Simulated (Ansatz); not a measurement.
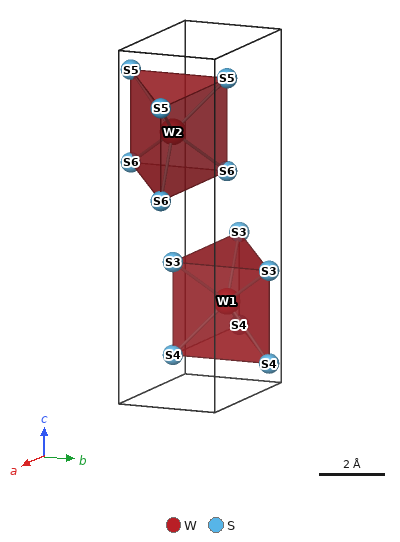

Fig. 1: The structure as given in the input (polyhedral view of the cell of the calculation, seen at an oblique angle; polyhedra are completed across the faces of the cell; atoms are numbered from 1 in the order of the input). An atom can appear more than once, as a periodic image.

**Two runs on WS₂**

System: WS₂ (P6₃/mmc, 6 atoms in the cell).
Method of run A: DFT, r2SCAN with spin-orbit coupling, plane waves, PAW (Ansatz 0.2.0).

The structure was built on a prototype by a generator. The geometry comes from this level: r2scan-rvv10 (a point of a series of strains). Text and figures count atoms from 1; the logs count them from 0 in places.

### Input, run A
```yaml
crystal:
  lattice:
    - [3.0748479046, 0.0, 0.0]
    - [-1.5374239523, 2.6628963982, 0.0]
    - [0.0, 0.0, 12.1163384359]
  atoms:
    - { symbol: W, position: [0.3333333333, 0.6666666667, 0.25] }
    - { symbol: W, position: [0.6666666667, 0.3333333333, 0.75] }
    - { symbol: S, position: [0.6666666667, 0.3333333333, 0.3812550822] }
    - { symbol: S, position: [0.6666666667, 0.3333333333, 0.1187449178] }
    - { symbol: S, position: [0.3333333333, 0.6666666667, 0.8812550822] }
    - { symbol: S, position: [0.3333333333, 0.6666666667, 0.6187449178] }
kpoints:
  mp_grid: { grid: [12, 12, 2] }
  band_path:
    path:
      - [0.0, 0.0, 0.0]
      - [0.5, 0.0, 0.0]
      - [0.3333333333, 0.3333333333, 0.0]
      - [0.0, 0.0, 0.5]
      - [0.5, 0.0, 0.5]
      - [0.3333333333, 0.3333333333, 0.5]
      - [0.177083, 0.177083, 0.0]
    npoints: 1
hamiltonian:
  xc: r2scan
scf:
  occupations: { method: fermi_dirac, width: 0.02 }
  n_extra_bands: 10
magnetization:
  noncollinear: true
  spin_orbit: true
output:
  forces: true
  stress: true
  eigenvalues: true
  write_density: true
  write_potential: true
  elf: true
  volumetric_format: npy
```

Hardware: 1 × NVIDIA H100 80GB HBM3, 2 threads of AMD EPYC (Zen 3), 1656 GiB of memory available, shared host.

### Output, shortened to warnings, some set-up lines, iterations and results (run A)
```
Basis set: ecut = 500 eV, 2541 PW (Γ), exchange–correlation on 96×96×360 points (64 copies of the dense FFT grid, shifted against one another)
Symmetry: 24 space group operations + 24 with time reversal
k-points: 38 of 288
Initial density: superposition of atomic densities (chi_scale 0.1, normalization cell, long waves kept (reshape's long-wave potential 0.03 eV rms))
[...]
SCF iter   1: F=—  HF=-24373.594975 eV  |F-HF|=—  |Δ(HF+E_count)|=         —  Δρ=4.21e-2  dr2=3.57e0  dr2_τ=6.06e-2  dr2_m=0.00e0 (ungated)  ethr=3.10e-3  |M|=0.00e0 …
SCF iter   2: F=—  HF=-24373.497863 eV  |F-HF|=—  |Δ(HF+E_count)|=   9.71e-2  Δρ=3.26e-2  dr2=1.76e0  dr2_τ=3.85e-3  dr2_m=0.00e0 (ungated)  ethr=3.10e-3  |M|=0.00e0 …
SCF iter   3: F=—  HF=-24373.270400 eV  |F-HF|=—  |Δ(HF+E_count)|=   2.27e-1  Δρ=8.79e-3  dr2=1.77e-1  dr2_τ=8.68e-3  dr2_m=0.00e0 (ungated)  ethr=3.10e-3  |M|=0.00e0 …
SCF iter   4: F=—  HF=-24373.254222 eV  |F-HF|=—  |Δ(HF+E_count)|=   1.62e-2  Δρ=4.21e-3  dr2=1.74e-2  dr2_τ=1.00e-4  dr2_m=0.00e0 (ungated)  ethr=3.40e-4  |M|=0.00e0 …
SCF iter   5: F=—  HF=-24373.255454 eV  |F-HF|=—  |Δ(HF+E_count)|=   1.23e-3  Δρ=1.50e-3  dr2=3.02e-3  dr2_τ=4.89e-5  dr2_m=0.00e0 (ungated)  ethr=3.35e-5  |M|=0.00e0 …
SCF iter   6: F=—  HF=-24373.254720 eV  |F-HF|=—  |Δ(HF+E_count)|=   7.33e-4  Δρ=2.84e-4  dr2=7.77e-5  dr2_τ=4.86e-7  dr2_m=0.00e0 (ungated)  ethr=5.80e-6  |M|=0.00e0 …
SCF iter   7: F=—  HF=-24373.254717 eV  |F-HF|=—  |Δ(HF+E_count)|=   3.00e-6  Δρ=4.91e-5  dr2=3.49e-6  dr2_τ=1.32e-7  dr2_m=0.00e0 (ungated)  ethr=1.49e-7  |M|=0.00e0 …
SCF iter   8: F=—  HF=-24373.254718 eV  |F-HF|=—  |Δ(HF+E_count)|=   8.80e-7  Δρ=1.04e-5  dr2=1.65e-7  dr2_τ=9.92e-9  dr2_m=0.00e0 (ungated)  ethr=6.70e-9  |M|=0.00e0 …
SCF iter   9: F=-24373.254718 eV  HF=-24373.254718 eV  |F-HF|=2.64e-9  |Δ(HF+E_count)|=   3.41e-8  Δρ=2.06e-6  dr2=6.76e-9  dr2_τ=9.44e-11  dr2_m=0.00e0 (ungated)  …
SCF 1 converged in 9 iterations: F = -24373.254718 eV  dr2 = 6.76e-9
NSCF: frozen V_eff on 7 k-points
SCF converged after 9 iterations
Magnetization: |M| = 0.0000 μB,  M = (+0.0000, +0.0000, +0.0000) μB
Absolute magnetization: 0.0000 μB (∫|m|)
  site 0: m = (+0.0000, +0.0000, +0.0000) μB, |m| = 0.0000 μB  (R = 0.98 Å)
  site 1: m = (+0.0000, +0.0000, +0.0000) μB, |m| = 0.0000 μB  (R = 0.98 Å)
  site 2: m = (+0.0000, +0.0000, +0.0000) μB, |m| = 0.0000 μB  (R = 0.98 Å)
  site 3: m = (+0.0000, +0.0000, +0.0000) μB, |m| = 0.0000 μB  (R = 0.98 Å)
  site 4: m = (+0.0000, +0.0000, +0.0000) μB, |m| = 0.0000 μB  (R = 0.98 Å)
  site 5: m = (+0.0000, +0.0000, +0.0000) μB, |m| = 0.0000 μB  (R = 0.98 Å)
Free energy (F): -24373.254718 eV
Harris-Foulkes:  -24373.254718 eV  (|F-HF|=2.64e-9)
Internal energy: -24373.254718 eV  (E = F + TS)
E sigma→0 (E₀):  -24373.254718 eV
Fermi energy:    13.199428 eV
--- Per-component energies (eV) ---
  E_band       = -359.633933
  E_kinetic    = 1343.409006
  E_local      = -3291.661681  (includes V_loc(G=0)·N_el)
  E_nonlocal   = 106.217841
  E_hartree    = 1313.965083
  E_xc         = -870.206627
  E_vxc        = -905.406466  (∫ρ·V_xc dr)
  E_paw        = -19567.154576  (= ΣΔE_a)
  E_vpaw       = -284.711940  (= ΣTr[D̂ρ^β])
  E_aug_tail   = -0.000095  (compensation charges beyond the density's cutoff)
  E_vtau       = 44.584782  (kinetic-family band-sum trace: ∫τ·v_τ [+ j·A + Jᵃ·Aᵃ] dr)
  E_ewald      = -3406.165648
  E_core_change = -1.658022  (= ΣΔE_core)
  E_smearing   = -0.000000  (= −TS)
  E_closure    = 0.000000  (closes the sum)
  Σ components = -24373.254718   (vs F -24373.254718, Δ=0.00e0)
--- Forces (eV/Å), atoms counted from 1 ---
  atom   1  W      0.00000000     0.00000000     0.00000000
  atom   2  W     -0.00000000    -0.00000000    -0.00000000
  atom   3  S      0.00000000    -0.00000000    -0.06084002
  atom   4  S      0.00000000    -0.00000000     0.06084002
  atom   5  S     -0.00000000     0.00000000    -0.06084002
  atom   6  S      0.00000000     0.00000000     0.06084002
  max |Σ_I F_I| component: 2.31e-18 eV/Å
--- Stress (GPa, compression-positive) ---
       12.905702      -0.000000      -0.000000
        0.000000      12.905702      -0.000000
       -0.000000      -0.000000       4.485047
  P = ⅓ Tr σ = 10.0988 GPa (100.988 kbar)
```

For run B the input was changed thus:
```diff
-    - [3.0748479046, 0.0, 0.0]
-    - [-1.5374239523, 2.6628963982, 0.0]
-    - [0.0, 0.0, 12.1163384359]
+    - [3.2333452192, 0.0, 0.0]
+    - [-1.6166726096, 2.8001590991, 0.0]
+    - [0.0, 0.0, 12.7408919635]
-    - { symbol: S, position: [0.6666666667, 0.3333333333, 0.3812550822] }
-    - { symbol: S, position: [0.6666666667, 0.3333333333, 0.1187449178] }
-    - { symbol: S, position: [0.3333333333, 0.6666666667, 0.8812550822] }
-    - { symbol: S, position: [0.3333333333, 0.6666666667, 0.6187449178] }
+    - { symbol: S, position: [0.6666666667, 0.3333333333, 0.3711713583] }
+    - { symbol: S, position: [0.6666666667, 0.3333333333, 0.1288286417] }
+    - { symbol: S, position: [0.3333333333, 0.6666666667, 0.8711713583] }
+    - { symbol: S, position: [0.3333333333, 0.6666666667, 0.6288286417] }
-      - [0.177083, 0.177083, 0.0]
```

How does run B compare with run A?

With the same functional and potentials, run B lies 49.7 meV per atom lower. The gap on the mesh goes from 0.96 to 0.91 eV. The pressure goes from 10.10 to −3.12 GPa. The volume per atom goes from 16.53 to 19.23 Å³. The number of SCF iterations is the same. The plane waves at Γ go from 2541 to 2909. On the same kind of shared host run B took about 0.66 times as long.

### Output, shortened to warnings, some set-up lines, iterations and results (run B)
```
Basis set: ecut = 500 eV, 2909 PW (Γ), exchange–correlation on 96×96×384 points (64 copies of the dense FFT grid, shifted against one another)
Symmetry: 24 space group operations + 24 with time reversal
k-points: 38 of 288
Initial density: superposition of atomic densities (chi_scale 0.1, normalization cell, long waves kept (reshape's long-wave potential 0.04 eV rms))
[...]
SCF iter   1: F=—  HF=-24373.649514 eV  |F-HF|=—  |Δ(HF+E_count)|=         —  Δρ=3.88e-2  dr2=2.12e0  dr2_τ=3.97e-2  dr2_m=0.00e0 (ungated)  ethr=3.10e-3  |M|=0.00e0 …
SCF iter   2: F=—  HF=-24373.687915 eV  |F-HF|=—  |Δ(HF+E_count)|=   3.84e-2  Δρ=2.96e-2  dr2=1.21e0  dr2_τ=4.66e-3  dr2_m=0.00e0 (ungated)  ethr=3.10e-3  |M|=0.00e0 …
SCF iter   3: F=—  HF=-24373.554075 eV  |F-HF|=—  |Δ(HF+E_count)|=   1.34e-1  Δρ=5.51e-3  dr2=4.53e-2  dr2_τ=3.86e-4  dr2_m=0.00e0 (ungated)  ethr=2.33e-3  |M|=0.00e0 …
SCF iter   4: F=—  HF=-24373.553223 eV  |F-HF|=—  |Δ(HF+E_count)|=   8.53e-4  Δρ=2.66e-3  dr2=1.33e-2  dr2_τ=4.82e-4  dr2_m=0.00e0 (ungated)  ethr=8.70e-5  |M|=0.00e0 …
SCF iter   5: F=—  HF=-24373.552565 eV  |F-HF|=—  |Δ(HF+E_count)|=   6.58e-4  Δρ=7.47e-4  dr2=2.31e-3  dr2_τ=6.42e-5  dr2_m=0.00e0 (ungated)  ethr=2.56e-5  |M|=0.00e0 …
SCF iter   6: F=—  HF=-24373.552648 eV  |F-HF|=—  |Δ(HF+E_count)|=   8.26e-5  Δρ=2.61e-4  dr2=1.80e-4  dr2_τ=7.62e-7  dr2_m=0.00e0 (ungated)  ethr=4.45e-6  |M|=0.00e0 …
SCF iter   7: F=—  HF=-24373.552731 eV  |F-HF|=—  |Δ(HF+E_count)|=   8.37e-5  Δρ=6.31e-5  dr2=1.02e-5  dr2_τ=7.18e-8  dr2_m=0.00e0 (ungated)  ethr=3.46e-7  |M|=0.00e0 …
SCF iter   8: F=—  HF=-24373.552755 eV  |F-HF|=—  |Δ(HF+E_count)|=   2.38e-5  Δρ=8.67e-6  dr2=1.17e-7  dr2_τ=7.82e-10  dr2_m=0.00e0 (ungated)  ethr=1.96e-8  |M|=0.00e0 …
SCF iter   9: F=-24373.552755 eV  HF=-24373.552755 eV  |F-HF|=5.20e-10  |Δ(HF+E_count)|=   1.21e-7  Δρ=1.55e-6  dr2=2.98e-9  dr2_τ=2.32e-10  dr2_m=0.00e0 (ungated)  …
SCF 1 converged in 9 iterations: F = -24373.552755 eV  dr2 = 2.98e-9
  Residual-converged pass: ⟨swp⟩=3.4  Hψ=2250  notcnv=0  max |occ|·‖R‖ = 6.9e-9 eV (tolerance 1.0e-8 eV)  dr2=2.98e-9  dr2_τ=2.32e-10  dr2_m=0.00e0 (ungated)  dr2_onsite=1.04e-10  max |Δocc| = 1.8e-19
NSCF: frozen V_eff on 6 k-points
SCF converged after 9 iterations
Magnetization: |M| = 0.0000 μB,  M = (+0.0000, +0.0000, +0.0000) μB
Absolute magnetization: 0.0000 μB (∫|m|)
  site 0: m = (+0.0000, +0.0000, +0.0000) μB, |m| = 0.0000 μB  (R = 1.00 Å)
  site 1: m = (+0.0000, +0.0000, +0.0000) μB, |m| = 0.0000 μB  (R = 1.00 Å)
  site 2: m = (+0.0000, +0.0000, +0.0000) μB, |m| = 0.0000 μB  (R = 1.00 Å)
  site 3: m = (+0.0000, +0.0000, +0.0000) μB, |m| = 0.0000 μB  (R = 1.00 Å)
  site 4: m = (+0.0000, +0.0000, +0.0000) μB, |m| = 0.0000 μB  (R = 1.00 Å)
  site 5: m = (+0.0000, +0.0000, +0.0000) μB, |m| = 0.0000 μB  (R = 1.00 Å)
Free energy (F): -24373.552755 eV
Harris-Foulkes:  -24373.552755 eV  (|F-HF|=5.20e-10)
Internal energy: -24373.552755 eV  (E = F + TS)
E sigma→0 (E₀):  -24373.552755 eV
Fermi energy:    10.819407 eV
--- Per-component energies (eV) ---
  E_band       = -484.609016
  E_kinetic    = 1328.935859
  E_local      = -3854.053312  (includes V_loc(G=0)·N_el)
  E_nonlocal   = 105.618237
  E_hartree    = 1536.019028
  E_xc         = -864.577690
  E_vxc        = -897.613538  (∫ρ·V_xc dr)
  E_paw        = -19566.444775  (= ΣΔE_a)
  E_vpaw       = -284.020923  (= ΣTr[D̂ρ^β])
  E_aug_tail   = -0.000095  (compensation charges beyond the density's cutoff)
  E_vtau       = 44.485528  (kinetic-family band-sum trace: ∫τ·v_τ [+ j·A + Jᵃ·Aᵃ] dr)
  E_ewald      = -3057.391984
  E_core_change = -1.658022  (= ΣΔE_core)
  E_smearing   = -0.000000  (= −TS)
  E_closure    = -0.000000  (closes the sum)
  Σ components = -24373.552755   (vs F -24373.552755, Δ=0.00e0)
--- Forces (eV/Å), atoms counted from 1 ---
  atom   1  W      0.00000000     0.00000000     0.00000000
  atom   2  W     -0.00000000    -0.00000000    -0.00000000
  atom   3  S      0.00000000    -0.00000000    -0.05238902
  atom   4  S      0.00000000    -0.00000000     0.05238902
  atom   5  S      0.00000000     0.00000000    -0.05238902
  atom   6  S      0.00000000     0.00000000     0.05238902
  max |Σ_I F_I| component: 1.39e-17 eV/Å
--- Stress (GPa, compression-positive) ---
       -4.676572       0.000000      -0.000000
        0.000000      -4.676572      -0.000000
       -0.000000      -0.000000       0.001311
  P = ⅓ Tr σ = -3.1173 GPa (-31.173 kbar)
```

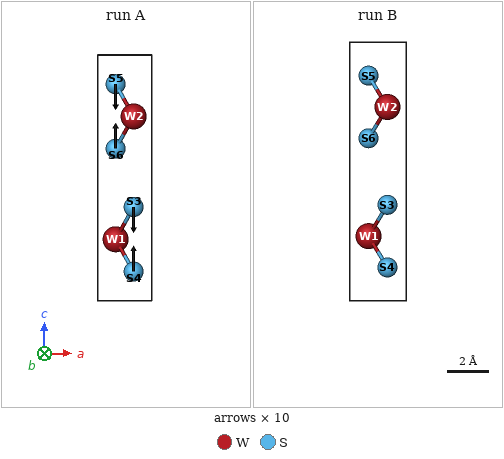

Fig. 2: The two input geometries at one scale (ball-and-stick view of the cell of the calculation, along the b axis). The black arrows on the first give the shifts of the atoms relative to the cell, magnified 10 times. The largest moves relative to the cell, 0.13 Å, are those of S3, S4, S5 and S6. W stays in place. Cell: a = b 3.075 → 3.233 Å (+5.2 %), c 12.116 → 12.741 Å (+5.2 %). Volume +16.3 %. Among the contacts that change: W1–S3 2.383 → 2.422 Å.

### The two runs side by side

| quantity | run A | run B |
| --- | --- | --- |
| outcome | converged | converged |
| free energy per atom (eV) | −4062.2091 | −4062.2588 |
| gap on the mesh (eV) | 0.96 | 0.91 |
| net moment of the cell (μB) | 0.00 | 0.00 |
| absolute moment of the cell (μB) | 0.00 | 0.00 |
| pressure (GPa) | 10.10 | −3.12 |
| volume per atom (Å³) | 16.53 | 19.23 |
| largest force (eV/Å) | 0.061 | 0.052 |
| SCF iterations | 9 | 9 |
| irreducible k-points | 38 | 38 |
| plane waves at Γ | 2541 | 2909 |
| wall time (shared host) | 17 s | 11 s |
